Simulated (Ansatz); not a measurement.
Single-point calculation of TaN (part 1 of 2)

TaN (slab, 20 atoms in the cell), computed with DFT PBEsol, scalar-relativistic, plane waves, PAW, no spin polarisation (Ansatz 0.2.0).

The structure derives from an entry of the Crystallography Open Database. It belongs to a series of runs on one base structure; here: (1 0 0) slab cut from the bulk. Figures and captions count atoms from 1; the log counts them from 0 in places.

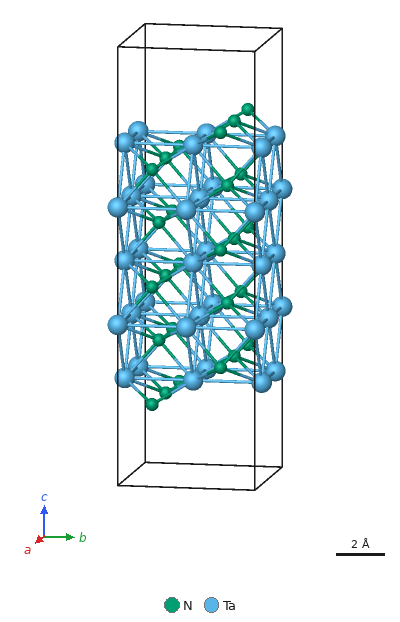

Figure 1. The structure (ball-and-stick view of the 2 × 1 repeat of the cell, with the vacuum cut short, seen slightly off an axis). An atom can appear more than once, as a periodic image. Near neighbours in the periodic cell (some may lie outside the picture): N has 4 Ta at 2.22 Å; Ta has 5 N at 2.22 Å and 6 Ta at 2.89 to 2.93 Å; N has 6 Ta at 2.22 Å; Ta has 6 N at 2.22 Å and 8 Ta at 2.89 to 2.93 Å.

**Input**
```yaml
crystal:
  lattice:
    - [2.8894657263, 0.0, 0.0]
    - [0.0, 5.8607957987, 0.0]
    - [0.0, 0.0, 26.6776367043]
  atoms:
    - { symbol: "N", position: [0.0, 0.25, 0.281134348] }
    - { symbol: Ta, position: [0.5, 0.0, 0.3124008697] }
    - { symbol: Ta, position: [0.5, 0.5, 0.3124008697] }
    - { symbol: "N", position: [0.0, 0.75, 0.3436673914] }
    - { symbol: "N", position: [0.5, 0.25, 0.3749339131] }
    - { symbol: Ta, position: [0.0, 0.0, 0.4062004348] }
    - { symbol: Ta, position: [0.0, 0.5, 0.4062004348] }
    - { symbol: "N", position: [0.5, 0.75, 0.4374669566] }
    - { symbol: "N", position: [0.0, 0.25, 0.4687334783] }
    - { symbol: Ta, position: [0.5, 0.0, 0.5] }
    - { symbol: Ta, position: [0.5, 0.5, 0.5] }
    - { symbol: "N", position: [0.0, 0.75, 0.5312665217] }
    - { symbol: "N", position: [0.5, 0.25, 0.5625330434] }
    - { symbol: Ta, position: [0.0, 0.0, 0.5937995652] }
    - { symbol: Ta, position: [0.0, 0.5, 0.5937995652] }
    - { symbol: "N", position: [0.5, 0.75, 0.6250660869] }
    - { symbol: "N", position: [0.0, 0.25, 0.6563326086] }
    - { symbol: Ta, position: [0.5, 0.0, 0.6875991303] }
    - { symbol: Ta, position: [0.5, 0.5, 0.6875991303] }
    - { symbol: "N", position: [0.0, 0.75, 0.718865652] }
basis:
  ecutwfc: 420
kpoints:
  mp_grid: { grid: [12, 6, 1] }
hamiltonian:
  xc: pbesol
scf:
  occupations: { method: gaussian, width: 0.1 }
output:
  forces: true
  stress: true
  eigenvalues: true
  write_density: true
  write_potential: true
  elf: true
  volumetric_format: npy
efield:
  axis: 3
  dipole_correction: true
  ramp_width: 0.04
```

Run on 2 threads of Intel Xeon @ 2.50GHz (Skylake/Cascade Lake), 32 GiB of memory available, shared host.

Command:
```bash
ansatz run input.yaml --threads 2 --pin off --max-ram 5120MiB --backend cpu --events-out ev --progress --plain --runs-dir out
```

**What the program printed**
```
Engine: ansatz 0.2.0, x86_64-unknown-linux-gnu
Pseudopotentials: kind: paw
Pseudopotential: N, paw, valence charge 5, recommended cutoff 420 eV (normal), N.paw.azcp
Pseudopotential: Ta, paw, valence charge 13, recommended cutoff 420 eV (normal), Ta.paw.azcp
Functional definition: PBEsol
  exchange = pbesol_x
  correlation = pbesol_c
Crystal: 20 atoms, lattice volume = 451.774 Å³
Basis set: ecut = 420 eV, 8799 PW (Γ), exchange–correlation on 40×80×360 points (8 copies of the dense FFT grid, shifted against one another)
Bands: 110, of which v1, the nominal top of the filled ones, is band 90 counted from 1 (89 counted from 0)
Symmetry: 4 space group operations
k-points: 28 of 72
Non-local potential: N, projectors of the file, l = 0: 2, l = 1: 2, l = 2: 1
Non-local potential: Ta, projectors of the file, l = 0: 3, l = 1: 2, l = 2: 2, l = 3: 1
PAW form: soft (Blöchl's): semilocal exchange-correlation on the pseudo side does not see the compensation charge
PAW frozen core: N, regenerated for the run's functional, and the local potential with it (the file was generated under x = pbe(κ = 0.804, μ = 0.2195149727645171), c = pbe(β = 0.06672455060314922))
PAW frozen core: Ta, regenerated for the run's functional, and the local potential with it (the file was generated under x = pbe(κ = 0.804, μ = 0.2195149727645171), c = pbe(β = 0.06672455060314922))
PAW one-centre angular grid: N, 110 points (default); XC on 64 Gauss nodes
PAW one-centre angular grid: Ta, 590 points (default); XC on 64 Gauss nodes
Initial density: superposition of atomic densities (neutral atoms: chi_scale 0, normalization atom), corrected by the library's trained network
Initial wavefunctions: pseudopotential atomic-orbital guess
Functional: x = pbesol(κ = 0.804, μ = 0.12345679012345678), c = pbesol(β = 0.046)
SCF iter   1: F=—  HF=-101866.658306 eV  |F-HF|=—  |Δ(HF+E_count)|=         —  Δρ=1.60e-2  dr2=1.28e1  ethr=1.77e-3  p=0.000 e·Å  D=1.70e-13 V/Å  ΔV_dip=-0.00 eV  dr2_dipole=2.03e-6  V_vac-E_F(+/−)=5.25/5.25 eV  ⟨swp⟩=8.5  Hψ=15392  notcnv=0  defer=5
efield: sawtooth ramp at fractional position 0.9800 (placed from the atoms, in the widest stretch of the axis that holds none; the zero of the levels goes with the place), width 0.0400; the density the first Hamiltonian is built on has a dipole p = 0.000 e·Å; the dipole correction subtracts the counter field D = 1.70e-13 V/Å, which shifts the + side's vacuum level by -0.00 eV against the − side's; the planar-averaged density in the ramp window peaks in size at 3.9e-6 e/Å³
preconditioner: auto → LDOS  [metal: Δε(μ)=0.030 eV  Ē_g=8.803 eV  σ=0.100 eV  W_gap=0.17  n_scr=80 (ndim 8)  ℏωp=17.5 eV  f_vac=0.472  D(μ)=8.34/eV (n_scr^D=40)  β→1.0]
SCF iter   2: F=—  HF=-101866.260889 eV  |F-HF|=—  |Δ(HF+E_count)|=   3.97e-1  Δρ=1.20e-2  dr2=8.45e-1  ethr=1.77e-3  p=0.000 e·Å  D=1.13e-6 V/Å  ΔV_dip=-0.00 eV  dr2_dipole=5.06e-6  V_vac-E_F(+/−)=5.02/5.02 eV  ⟨swp⟩=2.9  Hψ=5072  notcnv=0  defer=332
SCF iter   3: F=—  HF=-101866.135491 eV  |F-HF|=—  |Δ(HF+E_count)|=   1.25e-1  Δρ=3.88e-3  dr2=1.11e-1  ethr=4.69e-4  p=0.000 e·Å  D=6.80e-7 V/Å  ΔV_dip=-0.00 eV  dr2_dipole=2.14e-7  V_vac-E_F(+/−)=5.06/5.06 eV  ⟨swp⟩=2.6  Hψ=5112  notcnv=0  defer=332
SCF iter   4: F=—  HF=-101866.120093 eV  |F-HF|=—  |Δ(HF+E_count)|=   1.54e-2  Δρ=5.90e-4  dr2=8.74e-3  ethr=6.19e-5  p=-0.000 e·Å  D=-5.45e-7 V/Å  ΔV_dip=0.00 eV  dr2_dipole=2.21e-8  V_vac-E_F(+/−)=5.05/5.05 eV  ⟨swp⟩=2.4  Hψ=4694  notcnv=0  defer=322
SCF iter   5: F=—  HF=-101866.120221 eV  |F-HF|=—  |Δ(HF+E_count)|=   1.28e-4  Δρ=2.28e-4  dr2=2.37e-4  ethr=4.85e-6  p=-0.000 e·Å  D=-3.31e-7 V/Å  ΔV_dip=0.00 eV  dr2_dipole=2.59e-10  V_vac-E_F(+/−)=5.05/5.05 eV  ⟨swp⟩=2.0  Hψ=3822  notcnv=0  defer=322
SCF iter   6: F=—  HF=-101866.120355 eV  |F-HF|=—  |Δ(HF+E_count)|=   1.34e-4  Δρ=8.64e-5  dr2=3.71e-5  ethr=1.31e-7  p=0.000 e·Å  D=2.80e-7 V/Å  ΔV_dip=-0.00 eV  dr2_dipole=3.28e-10  V_vac-E_F(+/−)=5.05/5.05 eV  ⟨swp⟩=3.1  Hψ=5571  notcnv=0  defer=322
SCF iter   7: F=—  HF=-101866.120382 eV  |F-HF|=—  |Δ(HF+E_count)|=   2.70e-5  Δρ=3.55e-5  dr2=4.29e-6  ethr=2.06e-8  p=-0.000 e·Å  D=-5.23e-8 V/Å  ΔV_dip=0.00 eV  dr2_dipole=5.06e-11  V_vac-E_F(+/−)=5.05/5.05 eV  ⟨swp⟩=2.5  Hψ=5271  notcnv=0  defer=322
SCF iter   8: F=—  HF=-101866.120387 eV  |F-HF|=—  |Δ(HF+E_count)|=   5.12e-6  Δρ=1.13e-5  dr2=5.54e-7  ethr=2.38e-9  p=-0.000 e·Å  D=-6.79e-8 V/Å  ΔV_dip=0.00 eV  dr2_dipole=1.60e-13  V_vac-E_F(+/−)=5.05/5.05 eV  ⟨swp⟩=2.8  Hψ=4948  notcnv=0  defer=322
SCF iter   9: F=-101866.120388 eV  HF=-101866.120388 eV  |F-HF|=1.58e-7  |Δ(HF+E_count)|=   7.23e-7  Δρ=3.86e-6  dr2=5.68e-8  ethr=5.56e-11  p=-0.000 e·Å  D=-1.08e-8 V/Å  ΔV_dip=0.00 eV  dr2_dipole=1.91e-13  V_vac-E_F(+/−)=5.05/5.05 eV  ⟨swp⟩=26.9  Hψ=31863  notcnv=0
SCF 1 converged in 9 iterations: F = -101866.120388 eV  dr2 = 5.68e-8
  greatest PAW one-centre occupation: 1.000 electrons in one spin orbital (limit 2), on the Ta atom at site 6 (counted from 0), in its partial waves of l = 0
```

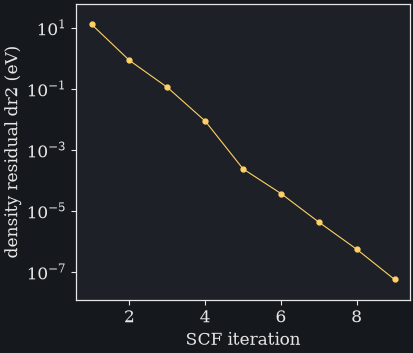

Figure 2. Convergence of the self-consistent field: density residual dr2 against the SCF iteration. The residual falls at every step.

```
WARN: The output density's exchange-correlation potential varies sharply where the density is thin. Do not read a vacuum level from v_tot or v_xc, or from such a field of the output density. On a cell that repeats whose density bears no net charge and no dipole along the vacuum's axis use v_es (v_loc + v_h of the components); under efield.dipole_correction with no amplitude use v_es + v_field, which holds any external_charges[].barrier, or the levels of the report's work_function block, which leave it out; under a non-zero efield.amplitude the vacuum is tilted and has no level; on a cell that repeats and bears such a dipole with no correction it is tilted too, and efield.dipole_correction with no amplitude gives each side of its ramp a level where efield: is served; in a cell that repeats whose density bears a net charge (total_charge, or a fill off its count) it is curved and has none; of a slab under crystal.periodic whose density bears no net charge use v_es, which has a level on each side, short of where the two are joined; of another it falls or rises all the way out and has none; of a slab beside external_charges read slab_vacuum_level instead, which it has where they leave it neutral. The grid or the basis barely resolves most such structure, and the values can differ between equally converged runs; as a rule a tighter scf.convergence.dr2_threshold does not remove it. Where the density itself ripples (under the LDA too) a higher basis.ecutwfc lessens it. The files hold the spikes' plane waves up to the density's cutoff. Files: v_tot_of_output_density and the like, and their columns of v_z.tsv (output.write_potential); v_xc_of_output_density and the like, and their columns of v_comp_z.tsv (output.write_potential_components). Measured: with its Gaussian average of σ = 0.25 Å subtracted twice, the exchange-correlation potential is over 0.1 eV at 348 of the grid points where the equally averaged density (valence and model cores) is under 1e-3 e/Å³, and 0.273 eV at the most among them, at an averaged density of 6.8e-8 e/Å³. The input density's (outcome.potential() and, of a run that writes arrays, v_tot and v_xc) is over 0.1 eV, so measured, at 419 points of its own thin density, 0.144 eV at the most. See output.write_potential in the manual, Limitations
SCF converged after 9 iterations
Free energy (F): -101866.120388 eV
Harris-Foulkes:  -101866.120388 eV  (|F-HF|=1.58e-7)
Internal energy: -101866.082996 eV  (E = F + TS)
E sigma→0 (E₀):  -101866.101692 eV
Entropy (-TS):   -0.037392 eV (-1.870 meV/atom)
Fermi energy:    6.969062 eV
Dipole field:    D = 0.000000 V/Å  (p = 0.000001 e·Å, saw-weighted, corrected)
Work function:   Φ+ = 5.0509 eV   Φ− = 5.0509 eV
Levels:          The Fermi level and band energies are counted from a zero that moves with the ramp; work functions are not
--- Per-component energies (eV) ---
  E_band       = -2862.231584
  E_kinetic    = 4975.553785
  E_local      = -225479.811003  (includes V_loc(G=0)·N_el)
  E_nonlocal   = 628.688605
  E_hartree    = 110582.534603
  E_xc         = -2770.143560
  E_vxc        = -2804.917599  (∫ρ·V_xc dr)
  E_paw        = -83951.675302  (= ΣΔE_a)
  E_vpaw       = -1346.868910  (= ΣTr[D̂ρ^β])
  E_aug_tail   = 0.001968  (compensation charges beyond the density's cutoff)
  E_efield     = 0.000000  (sawtooth field / dipole correction)
  E_vefield    = 0.000000  (∫n·V_field dr)
  E_ewald      = 94146.350456
  E_core_change = 2.417453  (= ΣΔE_core)
  E_smearing   = -0.037392  (= −TS)
  E_closure    = 0.000000  (closes the sum)
  Σ components = -101866.120388   (vs F -101866.120388, Δ=0.00e0)
--- Forces (eV/Å), atoms counted from 1 ---
  atom   1  N      0.00000000     0.00000000     2.50173145
  atom   2  Ta     0.00000000     2.68784729    -0.86301060
  atom   3  Ta     0.00000000    -2.68784729    -0.86301060
  atom   4  N      0.00000000     0.00000000     0.11449356
  atom   5  N      0.00000000     0.00000000    -0.41015085
  atom   6  Ta     0.00000000    -0.21397462    -0.53065209
  atom   7  Ta     0.00000000     0.21397462    -0.53065209
  atom   8  N      0.00000000     0.00000000     0.28869828
  atom   9  N      0.00000000     0.00000000     0.02682662
  atom  10  Ta     0.00000000    -0.00000051     0.00000068
  atom  11  Ta     0.00000000     0.00000051     0.00000068
  atom  12  N      0.00000000     0.00000000    -0.02682666
  atom  13  N      0.00000000     0.00000000    -0.28869829
  atom  14  Ta     0.00000000     0.21397423     0.53065060
  atom  15  Ta     0.00000000    -0.21397423     0.53065060
  atom  16  N      0.00000000     0.00000000     0.41015063
  atom  17  N      0.00000000     0.00000000    -0.11449328
  atom  18  Ta     0.00000000    -2.68784756     0.86301161
  atom  19  Ta     0.00000000     2.68784756     0.86301161
  atom  20  N      0.00000000     0.00000000    -2.50173165
  max |Σ_I F_I| component: 2.17e-7 eV/Å
--- Stress (GPa, compression-positive) ---
       -3.127840       0.000000       0.000000
        0.000000      -6.267750       0.000000
        0.000000       0.000000      -2.076359
  P = ⅓ Tr σ = -3.8240 GPa (-38.240 kbar)
--- Band table (eV; the first three rows and the last of 28) ---
```
